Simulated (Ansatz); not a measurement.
**Energy of Ti along a strain of the cell**

System: Ti (I4/mmm, 1 atom in the cell).
Method: DFT r2SCAN, scalar-relativistic, plane waves, PAW, no spin polarisation (Ansatz 0.2.0).

The 5 runs differ only in the geometry, by a strain of the cell at fixed fractional positions. Against run 3, the strain is εxx = η and εyy = η. The structure derives from an entry of the Crystallography Open Database.

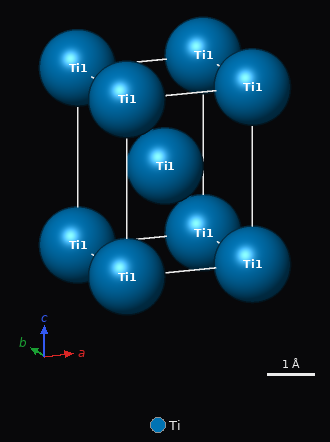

Figure 1. The structure of run 3 (spheres-only view of the cell 2 times as large as that of the calculation, set on its symmetry axes, seen slightly off an axis; atoms are numbered from 1 in the order of the input). An atom can appear more than once, as a periodic image.

### Input of run 3
```yaml
crystal:
  lattice:
    - [0.0, 2.03, 1.9488]
    - [2.03, 0.0, 1.9488]
    - [2.03, 2.03, 0.0]
  atoms:
    - { symbol: Ti, position: [0.0, 0.0, 0.0] }
basis:
  ecutwfc: 500
kpoints:
  mp_grid: { grid: [20, 20, 20] }
hamiltonian:
  xc: r2scan
scf:
  occupations: { method: gaussian, width: 0.15 }
output:
  forces: true
  stress: true
  eigenvalues: true
```

Command:
```bash
ansatz run input.yaml --threads 1 --pin off --max-ram 2560MiB --backend cpu --events-out ev --progress --plain --runs-dir out
```

Lattice vectors (Å) and fractional positions of run 3:
```
   0.000000    2.030000    1.948800
   2.030000    0.000000    1.948800
   2.030000    2.030000    0.000000
Ti  0.000000  0.000000  0.000000
```

Run 2 differs from it as follows:
```diff
-    - [0.0, 2.03, 1.9488]
-    - [2.03, 0.0, 1.9488]
-    - [2.03, 2.03, 0.0]
+    - [0.0, 1.9488, 1.9488]
+    - [1.9488, 0.0, 1.9488]
+    - [1.9488, 1.9488, 0.0]
```

### Results, with one run withheld

```csv
run,strain parameter η (%),"free energy per atom, from the lowest run given (meV)",pressure (GPa)
1,−8.0000,391.63,39.95
2,−4.0000,?,?
3,0.0000,32.25,9.83
4,4.0000,0.00,−0.13
5,8.0000,42.91,−7.59
```

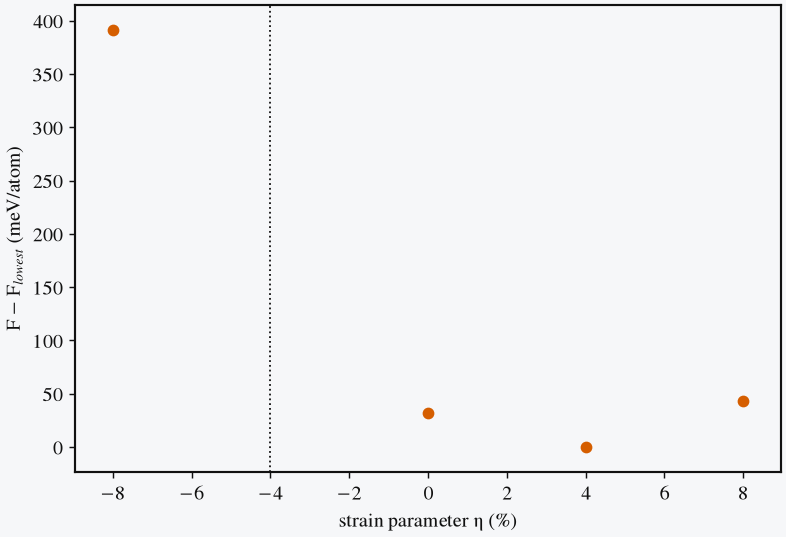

Figure 2. Free energy per atom of the runs given; the dotted line marks run 2.

Estimate the energy of run 2 from the others.

A quadratic polynomial in the coordinate, fitted to the 4 runs given, misses them by at most 5.05 meV per atom. With x = η − 1.0000, it reads F = 17.24 − 15.954 x + 2.8416 x² (meV per atom). At run 2 it gives 168.05 meV per atom, and the run itself gives 156.52. The fit has its minimum at η = 3.8072 %. The miss comes from the order of the polynomial or from scatter in that run; these data can't tell which.

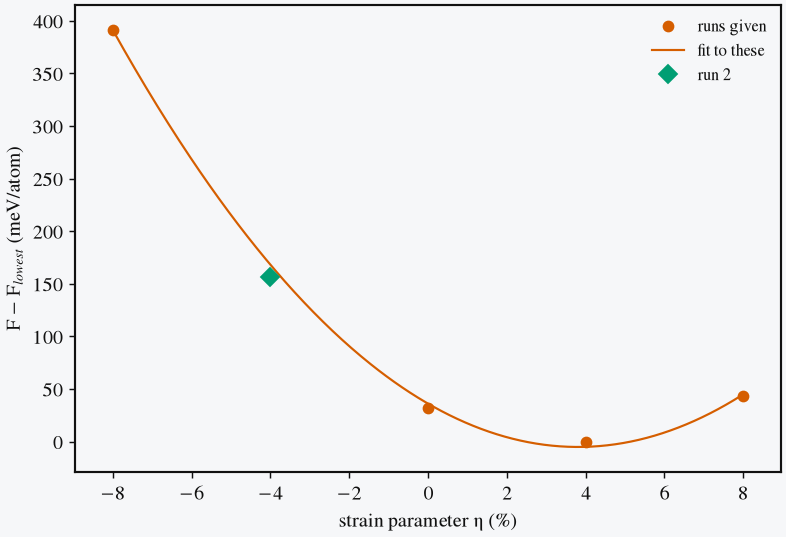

Figure 3. The fit and the withheld run.

### Output, shortened to warnings, some set-up lines, iterations and results (run 2)
```
Basis set: ecut = 500 eV, 339 PW (Γ), exchange–correlation on 96×96×96 points (64 copies of the dense FFT grid, shifted against one another)
Symmetry: 48 space group operations
k-points: 256 of 8000
Initial density: superposition of atomic densities (neutral atoms: chi_scale 0, normalization atom), corrected by the library's trained network
[...]
SCF iter   1: F=—  HF=-2504.098604 eV  |F-HF|=—  |Δ(HF+E_count)|=         —  Δρ=1.37e-2  dr2=2.31e-2  dr2_τ=1.51e-2  ethr=1.77e-3  ⟨swp⟩=4.5  Hψ=13508  notcnv=0
SCF iter   2: F=—  HF=-2504.142509 eV  |F-HF|=—  |Δ(HF+E_count)|=   4.39e-2  Δρ=3.98e-3  dr2=1.08e-3  dr2_τ=4.84e-4  ethr=1.92e-4  ⟨swp⟩=2.8  Hψ=6943  notcnv=0  defer=8
SCF iter   3: F=—  HF=-2504.142875 eV  |F-HF|=—  |Δ(HF+E_count)|=   3.66e-4  Δρ=1.89e-3  dr2=1.69e-4  dr2_τ=5.88e-5  ethr=9.03e-6  ⟨swp⟩=2.8  Hψ=4027  notcnv=0  defer=8
SCF iter   4: F=—  HF=-2504.143338 eV  |F-HF|=—  |Δ(HF+E_count)|=   4.64e-4  Δρ=9.56e-5  dr2=6.24e-7  dr2_τ=3.27e-7  ethr=1.41e-6  ⟨swp⟩=2.0  Hψ=3980  notcnv=0  defer=8
SCF iter   5: F=—  HF=-2504.143343 eV  |F-HF|=—  |Δ(HF+E_count)|=   4.78e-6  Δρ=2.47e-5  dr2=5.18e-8  dr2_τ=5.81e-9  ethr=5.20e-9  ⟨swp⟩=2.0  Hψ=3975  notcnv=0  defer=8
SCF iter   6: F=-2504.143343 eV  HF=-2504.143343 eV  |F-HF|=2.14e-9  |Δ(HF+E_count)|=   6.39e-8  Δρ=4.60e-6  dr2=2.10e-9  dr2_τ=1.77e-10  ethr=4.32e-10  ⟨swp⟩=2.1  Hψ=9254  …
SCF 1 converged in 6 iterations: F = -2504.143343 eV  dr2 = 2.10e-9
SCF converged after 6 iterations
Free energy (F): -2504.143343 eV
Harris-Foulkes:  -2504.143343 eV  (|F-HF|=2.14e-9)
Internal energy: -2504.128921 eV  (E = F + TS)
E sigma→0 (E₀):  -2504.136132 eV
Entropy (-TS):   -0.014422 eV (-14.422 meV/atom)
Fermi energy:    15.978608 eV
--- Per-component energies (eV) ---
  E_band       = -135.814709
  E_kinetic    = 277.391015
  E_local      = -721.662153  (includes V_loc(G=0)·N_el)
  E_nonlocal   = 8.039846
  E_hartree    = 303.826422
  E_xc         = -94.188651
  E_vxc        = -134.811601  (∫ρ·V_xc dr)
  E_paw        = -1057.693588  (= ΣΔE_a)
  E_vpaw       = -181.727434  (= ΣTr[D̂ρ^β])
  E_aug_tail   = 0.000101  (compensation charges beyond the density's cutoff)
  E_vtau       = 9.304145  (kinetic-family band-sum trace: ∫τ·v_τ [+ j·A + Jᵃ·Aᵃ] dr)
  E_ewald      = -1219.588456
  E_core_change = -0.253457  (= ΣΔE_core)
  E_smearing   = -0.014422  (= −TS)
  E_closure    = -0.000000  (closes the sum)
  Σ components = -2504.143343   (vs F -2504.143343, Δ=0.00e0)
--- Forces (eV/Å), atoms counted from 1 ---
  atom   1  Ti    -0.00000000    -0.00000000    -0.00000000
  max |Σ_I F_I| component: 6.57e-32 eV/Å
--- Stress (GPa, compression-positive) ---
       22.898834      -0.000000       0.000000
        0.000000      22.898834      -0.000000
        0.000000       0.000000      22.898834
  P = ⅓ Tr σ = 22.8988 GPa (228.988 kbar)
```
